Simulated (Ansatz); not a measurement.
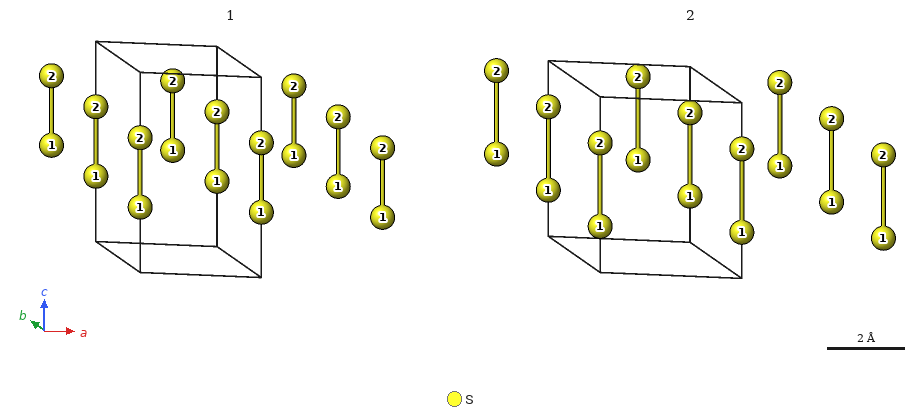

Two geometries of solid S (a generated structure, set up in P6/mmm) (coarse preliminary run), drawn at one scale. One is the start of a relaxation, the other its converged end. The picture is a ball-and-stick view of the cell of the calculation, repeated 2 × 2 × 1 with one cell outlined, seen slightly off an axis.

The calculation used DFT PBE, scalar-relativistic, plane waves, PAW (Ansatz). Settings: plane-wave cutoff 420 eV; k-point mesh 6 × 6 × 4; occupations gaussian; smearing width 0.1 eV; no spin polarisation; cell and atoms relaxed; force threshold 0.04 eV/Å; at most 70 steps.

Question: Which of the two is the end point?

Answer: Structure 1 is the relaxed one. The largest moves relative to the cell, 0.35 Å, are those of S1 and S2. S1 goes along +c. The drawn cell changes as follows: a = b 3.758 → 3.216 Å (−14.4 %), c 4.783 → 5.450 Å (+14.0 %); the volume changes by −16.5 %. Among the contacts that change: S1–S2 2.512 → 3.557 Å, S1–S2 (another image) 2.271 → 1.893 Å. The space group stays P6/mmm (No. 191). The energy falls by 737 meV per atom in 8 accepted moves (10 points after the start). Largest force component: 3.6 eV/Å at the start, 0.0033 eV/Å at the end. Pressure: −8.84 GPa at the start and 0.10 GPa at the end. The line search rejected the trial step at point 2 of the run. At 1 point the geometry stayed and the basis and grid were re-selected for the new cell (energy shift of 0.4 meV per atom at most each time). Cost: 8.9 s on 1 thread of Arm Neoverse V2, with other jobs on the host, peak memory 0.28 GiB.
